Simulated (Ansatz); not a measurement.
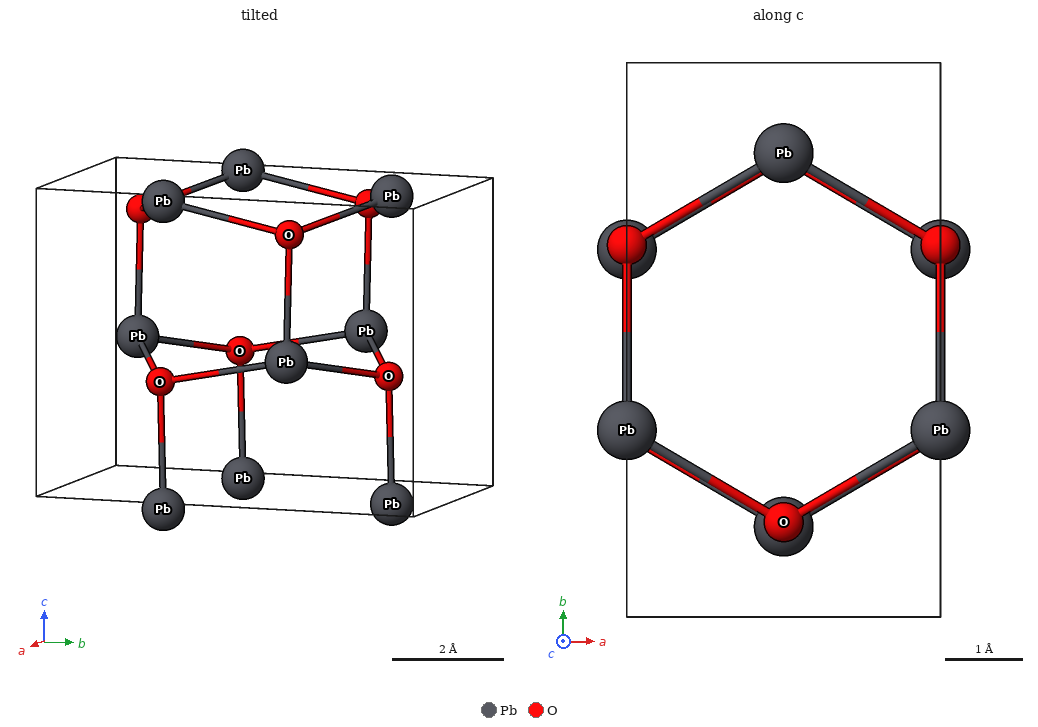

An orthographic ball-and-stick view of the structure, slightly off an axis and along the c axis. The edges of the conventional unit cell are marked.

PbO, space group Cmc2_1 (No. 36), a = 4.113 Å, b = 7.269 Å, c = 5.622 Å, α = 90.00°, β = 90.00°, γ = 90.00°. It goes back to a structure type filled with these elements by a generator (whether the compound takes this form wasn't checked). The cell was then strained or its atoms displaced on purpose. An electronic-structure calculation with Ansatz was run on it.

This one geometry was computed with Ansatz (DFT, plane waves, PAW) at three levels of theory: PBE, r2SCAN and HSE06. It was relaxed with r2SCAN and then strained.

**Which level gives the highest pressure at this volume, and what does that say about its equilibrium volume?**

Highest: PBE (4.0 GPa), which points to the largest equilibrium volume. Lowest, with the smallest volume: r2SCAN (1.5 GPa) and HSE06 (1.7 GPa). Levels within 0.5 GPa of each other can't be told apart.

**How does the band gap change with the level of theory?**

PBE: a gap of 1.69 eV, indirect; r2SCAN: a gap of 1.85 eV, indirect; HSE06: a gap of 2.30 eV, indirect.

**Collect the results in a table.**

| level | cutoff (eV) | k-mesh of the run's cell | gap (eV) | pressure (GPa) |
| --- | --- | --- | --- | --- |
| PBE | 420 | 12×12×4 | 1.69 | 4.0 |
| r2SCAN | 500 | 12×12×4 | 1.85 | 1.5 |
| HSE06 | 420 | 6×6×4 | 2.30 | 1.7 |

Gaps are taken on the k-mesh or band path of each run.
